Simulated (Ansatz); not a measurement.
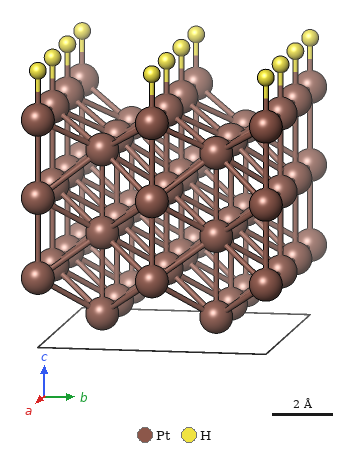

Starting structure of a slab of composition HPt₆ (cut from the Fm-3m phase). The picture is a ball-and-stick view of the 3 × 2 repeat of the cell, outlined in the plane, without the vacuum, seen slightly off an axis.

Case: H put at a top Pt site. The slab is the (1 1 0) face of Pt with H on it. 3 atoms are held fixed.

Theory: DFT PBEsol, scalar-relativistic, plane waves, PAW (Ansatz 0.2.0).

The input:
```yaml
crystal:
  lattice:
    - [2.7704872841, 0.0, 0.0]
    - [0.0, 3.9180606916, 0.0]
    - [0.0, 0.0, 25.9262182103]
  atoms:
    - { symbol: Pt, position: [0.5, 0.5, 0.3278534467] }
    - { symbol: Pt, position: [0.0, 0.0, 0.3812836705] }
    - { symbol: Pt, position: [0.5, 0.5, 0.4347138944] }
    - { symbol: Pt, position: [0.0, 0.0, 0.4870824476] }
    - { symbol: Pt, position: [0.5, 0.5, 0.5445585036] }
    - { symbol: Pt, position: [0.0, 0.0, 0.5903142668] }
    - { symbol: H, position: [0.0, 0.0, 0.6551135362] }
basis:
  ecutwfc: 420
kpoints:
  mp_grid: { grid: [10, 7, 1] }
hamiltonian:
  xc: pbesol
scf:
  occupations: { method: gaussian, width: 0.1 }
output:
  forces: true
  eigenvalues: true
  write_density: true
  write_potential: true
  elf: true
  volumetric_format: npy
relax:
  adjacent_minimum: "off"
  f_tol: 0.03
  max_steps: 70
  constraints: [{ sites: [0, 1, 2] }]
efield:
  axis: 3
  dipole_correction: true
  ramp_width: 0.04
```

Launched with:
```bash
ansatz run input.yaml --threads 2 --pin off --max-ram 5120MiB --backend cpu --events-out ev --progress --plain --runs-dir out
```

**Where does the constrained relaxation end?**

The atom that moves furthest is Pt6 (0.083 Å along the normal (+c)). By element the largest moves are Pt 0.083 Å, H 0.039 Å. The cell doesn't change. Some distances before and after: Pt6–H7 1.680 → 1.557 Å, Pt2–Pt4 2.743 → 2.796 Å, Pt4–Pt6 2.676 → 2.707 Å, Pt3–Pt4 2.757 → 2.783 Å. After 3 geometry steps the energy has fallen by 0.137 eV per cell of the calculation. The largest force component goes from 2 to 0.0086 eV/Å.

The end point in the same view:

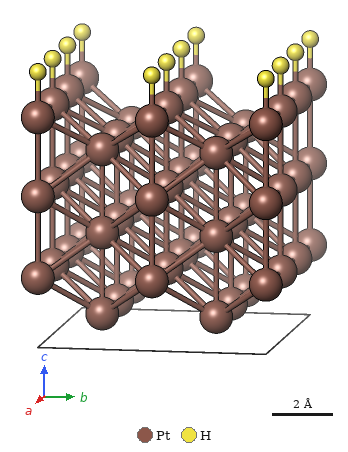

Limits of the set-up: the periodic images lie only 2.8 Å apart, so the values are limited by the cell's size.
